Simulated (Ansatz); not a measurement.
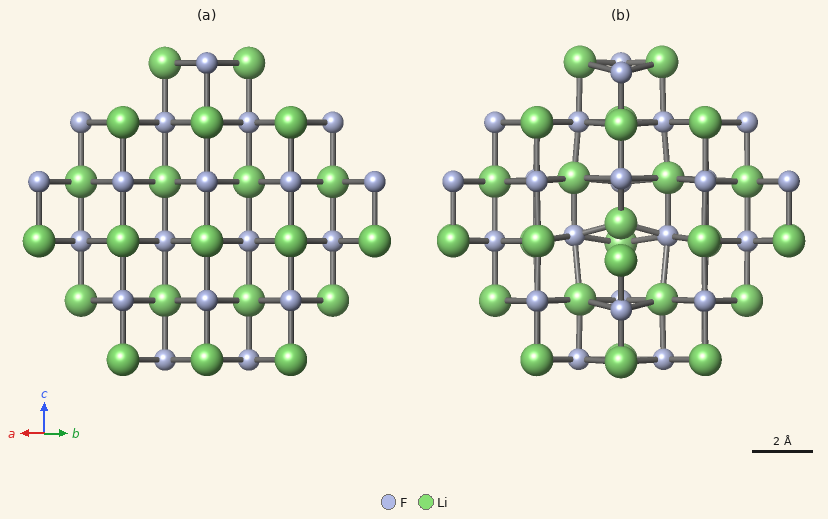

Left: perfect LiF. Right: the same region with one point defect, after relaxing the atoms in a supercell of 64 sites. The picture is a ball-and-stick view of the atoms within 6.0 Å of one point, in a slice 5.0 Å thick across the line of sight, seen along [110].

The calculation used DFT, PBEsol, PAW, plane waves in Ansatz 0.2.0. (plane-wave cutoff 420 eV; k-point mesh 1 × 1 × 1; mesh shifted by (0.25, 0.25, 0.25); collinear spin) Fermi-Dirac smearing of 0.01 eV. The axes drawn are those of the host's conventional cell.

What kind of defect was made?

An extra lithium atom is put between the host's atoms (an interstitial).

The charge state of the cell is 0.

What does the relaxation do around it?

The Li atom starts with 4 Li at 1.73 to 1.74 Å, 4 F at 1.73 to 1.74 Å around its place and ends with 3 F at 1.76 to 1.77 Å. Of the host's atoms, a lithium atom moves furthest from its site, by 1.02 Å. The Li atom itself moves 0.58 Å from where it was put. The cell's net moment is 1.00 μB.

Limits of the set-up: the periodic images lie only 8.0 Å apart, so the values are limited by the cell's size.
